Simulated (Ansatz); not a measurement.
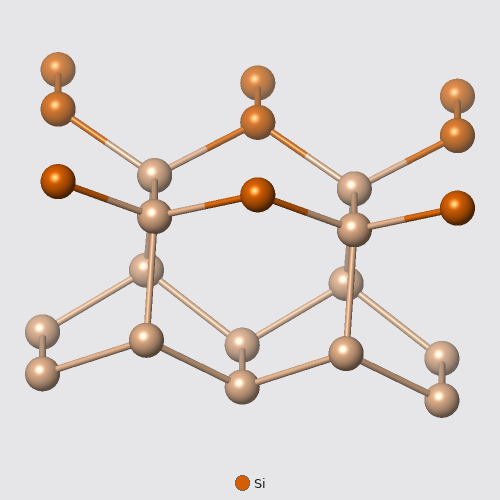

The system is Si on a Si(100) slab cut from the P6_3/mmc phase, its upper half relaxed before the scan (16 atoms of substrate and one adsorbate in a 2 × 1 cell); the picture shows it without the atoms that are moved over the map. Si is moved over the surface cell; relaxed at each place: the height of the adsorbate's atoms; substrate rigid; the origin of the map has the adsorbate above Si13. Places are given modulo a cell vector. The map is drawn in real space over the plane of the surface. The scan uses a 6 × 6 grid; 24 points were computed and 12 follow by symmetry. Places are given in fractions of the 1 × 1 surface cell. All energies are given in eV relative to the lowest grid point. The magnetic moment jumps between some neighbouring points. These are results of DFT PBE, scalar-relativistic, plane waves, PAW in Ansatz 0.2.0, not measurements. Settings: cutoff 420 eV, k-mesh 4×4×1, gaussian smearing 0.05 eV, spin-polarised.

Range: position of Si17 along the first surface vector from 0.000 to 0.833; position of Si17 along the second surface vector from 0.000 to 0.833.

Q: Predict the map.

A: The lowest grid point is at (1/6, 2/6) of the cell vectors [nearest 1 Si at 2.50 Å]. The same energy is found at (5/6, 2/6) of the cell vectors [nearest 1 Si at 2.50 Å]. The highest grid point, (0/6, 3/6) of the cell vectors [nearest 1 Si at 2.29 Å], lies 0.96 eV above the lowest. At the lowest point the adsorbate has 1 Si at 2.50 Å as nearest neighbours, at the highest 1 Si at 2.29 Å. Its relaxed height above the top atom is 1.34 Å at the lowest and 2.09 Å at the highest point.

| second ↓, first → | 0/6 | 1/6 | 2/6 | 3/6 | 4/6 | 5/6 |
| --- | --- | --- | --- | --- | --- | --- |
| 5/6 | 0.06 | 0.07 | 0.20 | 0.51 | 0.20 | 0.07 |
| 4/6 | 0.82 | 0.77 | 0.61 | 0.43 | 0.61 | 0.77 |
| 3/6 | 0.96 | 0.79 | 0.38 | 0.23 | 0.38 | 0.79 |
| 2/6 | 0.28 | 0.00 | 0.04 | 0.37 | 0.04 | 0.00 |
| 1/6 | 0.89 | 0.71 | 0.32 | 0.24 | 0.32 | 0.71 |
| 0/6 | 0.90 | 0.84 | 0.64 | 0.41 | 0.64 | 0.84 |

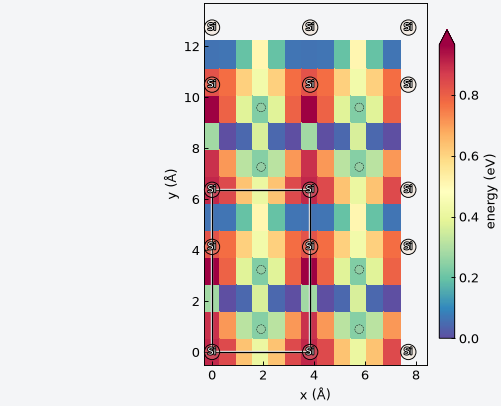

Drawn: one coloured cell a grid point, labelled circles for the atoms of the top layer and small ones for the second layer, the outline of one cell of the 2 × 2 shown, one colour for all values above the top of the scale.

Each point was launched as `ansatz run input.yaml --threads 4 --pin off --max-ram 12288MiB --backend cpu --events-out ev --progress --plain --runs-dir out`. Time for the 24 points that were run: 58 min on 4 threads of Intel(R) Xeon(R) Platinum 8375C CPU @ 2.90GHz (Ice Lake), on a shared host.

PAW datasets: the set soft_1.
